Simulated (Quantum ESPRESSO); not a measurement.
# Energy and gap at +3 % biaxial strain: black phosphorene, 1 layer

How the rows were computed: Quantum ESPRESSO 7.5 driven by ASE, PBE, GBRV ultrasoft, ESM (bc1); atomic heights clamped; cell area 15.286 Å² at zero strain.

```
strain (%)  energy (meV a cell)  gap on the mesh (eV)
        −3               115.32                 0.505
      −1.5                27.33                 0.716
         0                 0.00                 0.907
      +1.5                24.57                 1.089
```

**Question.** What are energy and gap at +3 %, and how stiff is the sheet?

**Worked estimate.** About zero, E'' = (27.33 + 24.57 − 2 × 0.00)/1.5² = 23.07 meV per %² and E' = (24.57 − 27.33)/3 = −0.92 meV per %. With E = A K ε², where K = (C11 + C22)/2 + C12 (C11 + C12 for a hexagonal sheet), K = 23.07 × 10/(2 × 15.286) × 16.02 = 121 N/m. The parabola gives E(+3 %) = 0.00 + 3 × (−0.92) + 4.5 × 23.07 = 101.0 meV. Continuing the last slope, the gap is 2 × 1.089 − 0.907 = 1.271 eV.

**Check.** E = 93.3 meV and the gap 1.262 eV. The parabola misses by +7.7 meV, too high, since bonds soften under tension. The gap's line misses by +0.009 eV.

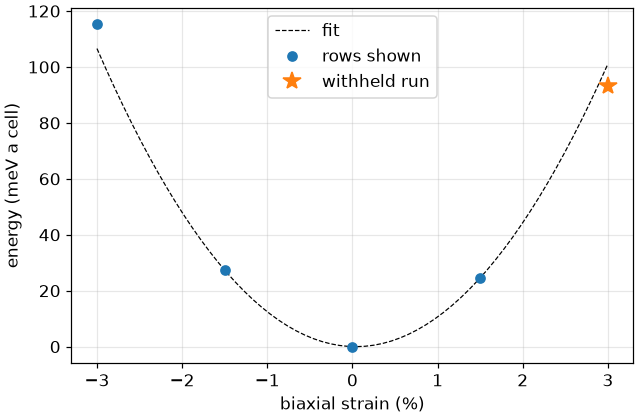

The rows shown, the fit and the withheld run.

Caveats: Clamped heights stiffen sheets with several planes. Semilocal gap, no spin-orbit coupling.

[Logs are printed without paths, hosts, clocks, repeated set-up lines and the standing remarks that a program may print on its own settings, such as how far it seeks lower states.]
